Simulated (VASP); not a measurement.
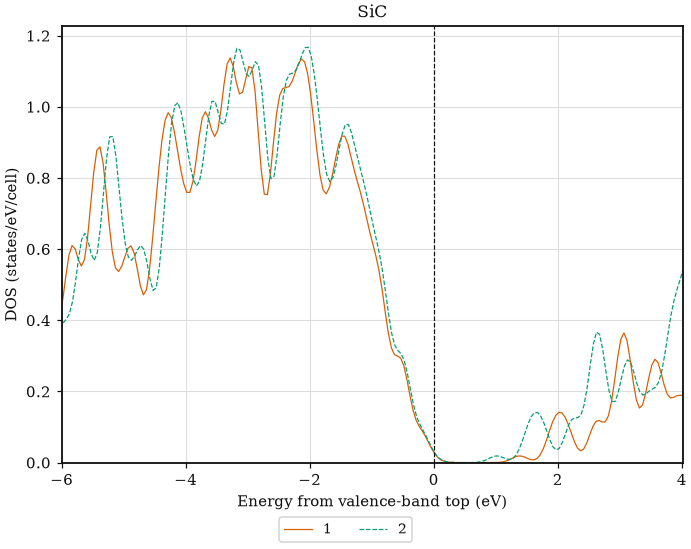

Total densities of states of SiC, space group R3m (No. 160), 2 atoms in the cell, zincblende type, shear (111) strain −3.8%, by two methods on the same cell. The curves are built from the levels of the k mesh with Gaussians 0.3 eV wide, which also blur the band edges. Each is counted from its own valence-band top.

### Which curve is which? The methods: r2SCAN (VASP), PBE (VASP).

1 is r2SCAN (VASP); 2 is PBE (VASP). r2SCAN (VASP) gives a gap of 1.38 eV and PBE (VASP) gives a gap of 1.02 eV.

Settings. r2SCAN (VASP): DFT, r2SCAN, plane waves, PAW, 10×10×10 k mesh, 520 eV cutoff, Gaussian smearing of 0.01 eV (VASP 6.6.1). PBE (VASP): DFT, PBE, plane waves, PAW, 10×10×10 k mesh, 520 eV cutoff, Fermi-Dirac smearing of 0.02 eV (VASP 6.6.1).
